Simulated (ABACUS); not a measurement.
## Geometry relaxation, with input and output: Ir (part 2 of 2)

Continued. System: Ir (1 atom in the cell). Method: Kohn-Sham DFT of a periodic cell, LDA, PseudoDojo NC SR 0.4.1 LDA stringent, no spin polarisation (ABACUS 3.10.1); cutoff 925.19 eV, 10×10×10 k-mesh, fermi-dirac of 0.05 eV. The structure derives from an entry of the Crystallography Open Database.

Geometry of the input (Å; fractional positions):
```
0.0000  1.9156  1.9156
1.9156  0.0000  1.9156
1.9156  1.9156  0.0000
Ir 0.0000  0.0000  0.0000
```

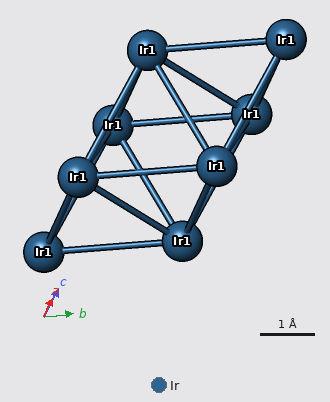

Figure 1. The geometry at step 2 of the log (ball-and-stick view of the cell of the calculation, seen at an oblique angle; atoms are numbered from 1 in the order of the input).

Output, continued
```
----------------------------------------------------------
 E_KohnSham     -229.9073953535      -3128.0505891460
 E_KS(sigma->0) -229.9070667905      -3128.0461188169
 E_Harris       -229.9068431585      -3128.0430761484
 E_band         -6.2700919527        -85.3089775406
 E_one_elec     -33.4355235407       -454.9136357672
 E_Hartree      29.1490151330        396.5926968973
 E_xc           -42.6036533764       -579.6524415357
 E_Ewald        -183.0165764434      -2490.0682680822
 E_entropy(-TS) -0.0006571260        -0.0089406581
 E_descf        0.0000000000         0.0000000000
 E_exx          0.0000000000         0.0000000000
 E_Fermi        1.8965585246         25.8040025256
----------------------------------------------------------

 charge density convergence is achieved
 final etot is -3128.0505891 eV
 EFERMI = 25.804002526 eV

 STATE ENERGY(eV) AND OCCUPATIONS    NSPIN == 1
[... levels at 12 further k points ...]

------------------------------------------------------------------------------------------
 TOTAL-FORCE (eV/Angstrom)
------------------------------------------------------------------------------------------
                       Ir1         0.0000000000         0.0000000000         0.0000000000
------------------------------------------------------------------------------------------

----------------------------------------------------------------
 TOTAL-STRESS (KBAR)
----------------------------------------------------------------
       -65.7065599101        -0.0000000000         0.0000000000
         0.0000000000       -65.7065599101        -0.0000000000
         0.0000000000        -0.0000000000       -65.7065599101
----------------------------------------------------------------
 TOTAL-PRESSURE: -65.706560 KBAR

 Largest gradient in force is 0.000000 eV/A.
 Threshold is 0.010000 eV/A.

 Largest gradient in stress is 65.706560 kbar.
 Threshold is 1.000000 kbar.

 Relaxation is not converged yet!
DIRECT COORDINATES
    atom                   x                   y                   z     mag                  vx                  vy                  vz
taud_Ir1            0.0000000000        0.0000000000        0.0000000000  0.0000        0.0000000000        0.0000000000        0.0000000000

                          Volume (Bohr^3) = 86.901989
                             Volume (A^3) = 12.877531

 Lattice vectors: (Cartesian coordinate: in unit of a_0)
            -0.000000           +1.860377           +1.860377
            +1.860377           +0.000000           +1.860377
            +1.860377           +1.860377           -0.000000
 Reciprocal vectors: (Cartesian coordinate: in unit of 2 pi/a_0)
            -0.268763           +0.268763           +0.268763
            +0.268763           -0.268763           +0.268763
            +0.268763           +0.268763           -0.268763

 -------------------------------------------
 STEP OF RELAXATION : 2
 -------------------------------------------

[... set-up of the moved cell ...]

 PW ALGORITHM --------------- ION=   2  ELEC=   1--------------------------------
 Notice: Threshold on eigenvalues was too large.
 hsover_error=0.170000 > DRHO=0.000130
 Origin diag ethr = 0.010000
 New diag ethr = 0.000001

 Density error is 0.000054972243
                          Error Threshold = 0.000000763935
----------------------------------------------------------
     Energy           Rydberg                 eV
----------------------------------------------------------
 E_KohnSham     -229.9007882751      -3127.9606952328
 E_Harris       -229.8440701107      -3127.1890050175
 E_Fermi        2.1156273700         28.7845870766
----------------------------------------------------------

[... 2 further cycles ...]
 PW ALGORITHM --------------- ION=   2  ELEC=   4--------------------------------

 Density error is 0.000000001324
                          Error Threshold = 0.000000000644
----------------------------------------------------------
     Energy           Rydberg                 eV
----------------------------------------------------------
 E_KohnSham     -229.9008045135      -3127.9609161680
 E_KS(sigma->0) -229.9005102695      -3127.9569127728
 E_Harris       -229.9007218355      -3127.9597912760
 E_band         -3.0624857040        -41.6672556174
 E_one_elec     -25.6586633178       -349.1040241857
 E_Hartree      26.9581450308        366.7843799292
 E_xc           -42.7505335278       -581.6508485175
 E_Ewald        -188.4491642107      -2563.9824166036
 E_entropy(-TS) -0.0005884880        -0.0080067904
 E_descf        0.0000000000         0.0000000000
 E_exx          0.0000000000         0.0000000000
 E_Fermi        2.1172596931         28.8067959717
----------------------------------------------------------

 charge density convergence is achieved
 final etot is -3127.96091616797 eV
 EFERMI = 28.80679597171 eV

 STATE ENERGY(eV) AND OCCUPATIONS    NSPIN == 1
[... levels at 12 further k points ...]

------------------------------------------------------------------------------------------
 TOTAL-FORCE (eV/Angstrom)
------------------------------------------------------------------------------------------
                       Ir1         0.0000000000         0.0000000000         0.0000000000
------------------------------------------------------------------------------------------

----------------------------------------------------------------
 TOTAL-STRESS (KBAR)
----------------------------------------------------------------
       343.4792944995        -0.0000000000         0.0000000000
        -0.0000000000       343.4792944995         0.0000000000
        -0.0000000000         0.0000000000       343.4792944995
----------------------------------------------------------------
 TOTAL-PRESSURE: 343.479294 KBAR

 Largest gradient in force is 0.000000 eV/A.
 Threshold is 0.010000 eV/A.

 Largest gradient in stress is 343.479294 kbar.
 Threshold is 1.000000 kbar.

 Relaxation is not converged yet!
DIRECT COORDINATES
    atom                   x                   y                   z     mag                  vx                  vy                  vz
taud_Ir1            0.0000000000        0.0000000000        0.0000000000  0.0000        0.0000000000        0.0000000000        0.0000000000

                          Volume (Bohr^3) = 93.339224
                             Volume (A^3) = 13.831429

 Lattice vectors: (Cartesian coordinate: in unit of a_0)
            -0.000000           +1.905223           +1.905223
            +1.905223           +0.000000           +1.905223
            +1.905223           +1.905223           -0.000000
 Reciprocal vectors: (Cartesian coordinate: in unit of 2 pi/a_0)
            -0.262436           +0.262436           +0.262436
            +0.262436           -0.262436           +0.262436
            +0.262436           +0.262436           -0.262436

 -------------------------------------------
 STEP OF RELAXATION : 3
 -------------------------------------------

[... set-up of the moved cell ...]

 PW ALGORITHM --------------- ION=   3  ELEC=   1--------------------------------
 Notice: Threshold on eigenvalues was too large.
 hsover_error=0.170000 > DRHO=0.000333
 Origin diag ethr = 0.010000
 New diag ethr = 0.000002

 Density error is 0.000196931778
                          Error Threshold = 0.000001956270
----------------------------------------------------------
     Energy           Rydberg                 eV
----------------------------------------------------------
 E_KohnSham     -229.9076949119      -3128.0546648479
 E_Harris       -230.0204361743      -3129.5885884162
 E_Fermi        1.9393282004         26.3859138171
----------------------------------------------------------

[... 2 further cycles ...]
 PW ALGORITHM --------------- ION=   3  ELEC=   4--------------------------------

 Density error is 0.000000005387
                          Error Threshold = 0.000000002242
----------------------------------------------------------
     Energy           Rydberg                 eV
----------------------------------------------------------
 E_KohnSham     -229.9077554676      -3128.0554887495
 E_KS(sigma->0) -229.9074337593      -3128.0511116842
 E_Harris       -229.9079200775      -3128.0577283828
 E_band         -5.6933185093        -77.4615722552
 E_one_elec     -32.0001302221       -435.3841077624
 E_Hartree      28.7356935669        390.9691684917
 E_xc           -42.6292996355       -580.0013767921
 E_Ewald        -184.0133757604      -2503.6304185562
 E_entropy(-TS) -0.0006434165        -0.0087541305
 E_descf        0.0000000000         0.0000000000
 E_exx          0.0000000000         0.0000000000
 E_Fermi        1.9361890977         26.3432041337
----------------------------------------------------------

 charge density convergence is achieved
 final etot is -3128.05548874946 eV
 EFERMI = 26.34320413368 eV

 STATE ENERGY(eV) AND OCCUPATIONS    NSPIN == 1
[... levels at 12 further k points ...]

------------------------------------------------------------------------------------------
 TOTAL-FORCE (eV/Angstrom)
------------------------------------------------------------------------------------------
                       Ir1         0.0000000000         0.0000000000         0.0000000000
------------------------------------------------------------------------------------------

----------------------------------------------------------------
 TOTAL-STRESS (KBAR)
----------------------------------------------------------------
        -3.1823743079         0.0000000000        -0.0000000000
         0.0000000000        -3.1823743079        -0.0000000000
         0.0000000000        -0.0000000000        -3.1823743079
----------------------------------------------------------------
 TOTAL-PRESSURE: -3.182374 KBAR

 Largest gradient in force is 0.000000 eV/A.
 Threshold is 0.010000 eV/A.

 Largest gradient in stress is 3.182374 kbar.
 Threshold is 1.000000 kbar.

 Relaxation is not converged yet!
DIRECT COORDINATES
    atom                   x                   y                   z     mag                  vx                  vy                  vz
taud_Ir1            0.0000000000        0.0000000000        0.0000000000  0.0000        0.0000000000        0.0000000000        0.0000000000

                          Volume (Bohr^3) = 93.274294
                             Volume (A^3) = 13.821808

 Lattice vectors: (Cartesian coordinate: in unit of a_0)
            -0.000000           +1.904781           +1.904781
            +1.904781           +0.000000           +1.904781
            +1.904781           +1.904781           -0.000000
 Reciprocal vectors: (Cartesian coordinate: in unit of 2 pi/a_0)
            -0.262497           +0.262497           +0.262497
            +0.262497           -0.262497           +0.262497
            +0.262497           +0.262497           -0.262497

 -------------------------------------------
 STEP OF RELAXATION : 4
 -------------------------------------------

[... set-up of the moved cell ...]

 PW ALGORITHM --------------- ION=   4  ELEC=   1--------------------------------
 Notice: Threshold on eigenvalues was too large.
 hsover_error=0.170000 > DRHO=0.000043
 Origin diag ethr = 0.010000
 New diag ethr = 0.000000

 Density error is 0.000043576918
                          Error Threshold = 0.000000252791
----------------------------------------------------------
     Energy           Rydberg                 eV
----------------------------------------------------------
 E_KohnSham     -229.9077426466      -3128.0553143109
 E_Harris       -229.8545775296      -3127.3319657857
 E_Fermi        1.9364029049         26.3461131299
----------------------------------------------------------

[... 2 further cycles ...]
 PW ALGORITHM --------------- ION=   4  ELEC=   4--------------------------------

 Density error is 0.000000001135
                          Error Threshold = 0.000000000456
----------------------------------------------------------
     Energy           Rydberg                 eV
----------------------------------------------------------
 E_KohnSham     -229.9077561623      -3128.0554982025
 E_KS(sigma->0) -229.9074347553      -3128.0511252350
 E_Harris       -229.9076727290      -3128.0543630333
 E_band         -5.6686613422        -77.1260942860
 E_one_elec     -31.9388970633       -434.5509878961
 E_Hartree      28.7182996734        390.7325124301
 E_xc           -42.6304516461       -580.0170507002
 E_Ewald        -184.0560643123      -2504.2112261013
 E_entropy(-TS) -0.0006428141        -0.0087459350
 E_descf        0.0000000000         0.0000000000
 E_exx          0.0000000000         0.0000000000
 E_Fermi        1.9378870069         26.3663053744
----------------------------------------------------------

 charge density convergence is achieved
 final etot is -3128.05549820251 eV
 EFERMI = 26.36630537439 eV

 STATE ENERGY(eV) AND OCCUPATIONS    NSPIN == 1
 1/12 kpoint (Cartesian) = 0.00000 0.00000 0.00000 (893 pws)
       1     -66.861658       0.002000
       2     -23.163322       0.002000
       3     -23.163322       0.002000
       4     -23.163322       0.002000
       5      14.876092       0.002000
       6      22.240723       0.002000
       7      22.240723       0.002000
       8      22.240723       0.002000
       9      25.071047       0.002000
      10      25.071047       0.002000
      11      39.866286       0.000000
      12      45.466148       0.000000
      13      45.466148       0.000000

 2/12 kpoint (Cartesian) = 0.02625 0.02625 0.02625 (914 pws)
       1     -66.854721       0.016000
       2     -23.248385       0.016000
       3     -23.174930       0.016000
       4     -23.174930       0.016000
       5      15.326984       0.016000
       6      22.010180       0.016000
       7      22.427183       0.016000
       8      22.427183       0.016000
       9      24.955196       0.016000
      10      24.955196       0.016000
      11      40.637400       0.000000
      12      43.779921       0.000000
      13      46.228927       0.000000

 3/12 kpoint (Cartesian) = 0.05250 0.05250 0.05250 (914 pws)
       1     -66.836530       0.016000
       2     -23.467577       0.016000
       3     -23.205198       0.016000
       4     -23.205198       0.016000
       5      16.491428       0.016000
       6      21.659383       0.016000
       7      22.715281       0.016000
       8      22.715281       0.016000
       9      24.961718       0.016000
      10      24.961718       0.016000
      11      41.031707       0.000000
      12      42.456853       0.000000
      13      48.325511       0.000000

 4/12 kpoint (Cartesian) = 0.07875 0.07875 0.07875 (905 pws)
       1     -66.813980       0.016000
       2     -23.731873       0.016000
       3     -23.242374       0.016000
       4     -23.242374       0.016000
       5      17.608591       0.016000
       6      22.145029       0.016000
       7      22.584171       0.016000
       8      22.584171       0.016000
       9      25.698481       0.016000
      10      25.698481       0.016000
      11      38.515470       0.000000
      12      42.084971       0.000000
      13      49.622405       0.000000

 5/12 kpoint (Cartesian) = 0.10500 0.10500 0.10500 (899 pws)
       1     -66.795686       0.016000
       2     -23.940656       0.016000
       3     -23.272260       0.016000
       4     -23.272260       0.016000
       5      17.915913       0.016000
       6      22.278077       0.016000
       7      22.278077       0.016000
       8      24.049282       0.016000
       9      26.745181       0.000008
      10      26.745181       0.000008
      11      35.558941       0.000000
      12      40.193521       0.000000
      13      46.673253       0.000000

 6/12 kpoint (Cartesian) = 0.13125 0.13125 0.13125 (886 pws)
       1     -66.788686       0.008000
       2     -24.019274       0.008000
       3     -23.283631       0.008000
       4     -23.283631       0.008000
       5      17.909616       0.008000
       6      22.145782       0.008000
       7      22.145782       0.008000
       8      25.467527       0.008000
       9      27.241504       0.000000
      10      27.241504       0.000000
      11      33.731720       0.000000
      12      39.538668       0.000000
      13      45.511433       0.000000

[... levels at 6 further k points ...]

------------------------------------------------------------------------------------------
 TOTAL-FORCE (eV/Angstrom)
------------------------------------------------------------------------------------------
                       Ir1         0.0000000000         0.0000000000         0.0000000000
------------------------------------------------------------------------------------------

----------------------------------------------------------------
 TOTAL-STRESS (KBAR)
----------------------------------------------------------------
        -0.0481152695         0.0000000000        -0.0000000000
         0.0000000000        -0.0481152695        -0.0000000000
         0.0000000000        -0.0000000000        -0.0481152695
----------------------------------------------------------------
 TOTAL-PRESSURE: -0.048115 KBAR

 Largest gradient in force is 0.000000 eV/A.
 Threshold is 0.010000 eV/A.

 Largest gradient in stress is 0.048115 kbar.
 Threshold is 1.000000 kbar.

 Relaxation is converged!

 --------------------------------------------
 !FINAL_ETOT_IS -3128.0554982025114441 eV
 --------------------------------------------
```

Trajectory as extended XYZ (Å, eV, eV/Å), 4 frames, from step=0 to step=3
```
1
Lattice="0.0000 1.9156 1.9156 1.9156 0.0000 1.9156 1.9156 1.9156 0.0000" Properties=species:S:1:pos:R:3:forces:R:3 step=0 energy=-3128.05059 pressure_GPa=-6.57
Ir    0.0000    0.0000    0.0000    0.0000   0.0000   0.0000
1
Lattice="-0.0000 1.8604 1.8604 1.8604 0.0000 1.8604 1.8604 1.8604 -0.0000" Properties=species:S:1:pos:R:3:forces:R:3 step=1 energy=-3127.96092 pressure_GPa=34.35
Ir    0.0000    0.0000    0.0000    0.0000   0.0000   0.0000
1
Lattice="-0.0000 1.9052 1.9052 1.9052 0.0000 1.9052 1.9052 1.9052 -0.0000" Properties=species:S:1:pos:R:3:forces:R:3 step=2 energy=-3128.05549 pressure_GPa=-0.32
Ir    0.0000    0.0000    0.0000    0.0000   0.0000   0.0000
1
Lattice="-0.0000 1.9048 1.9048 1.9048 0.0000 1.9048 1.9048 1.9048 -0.0000" Properties=species:S:1:pos:R:3:forces:R:3 step=3 energy=-3128.05550 pressure_GPa=-0.00
Ir    0.0000    0.0000    0.0000    0.0000   0.0000   0.0000
```
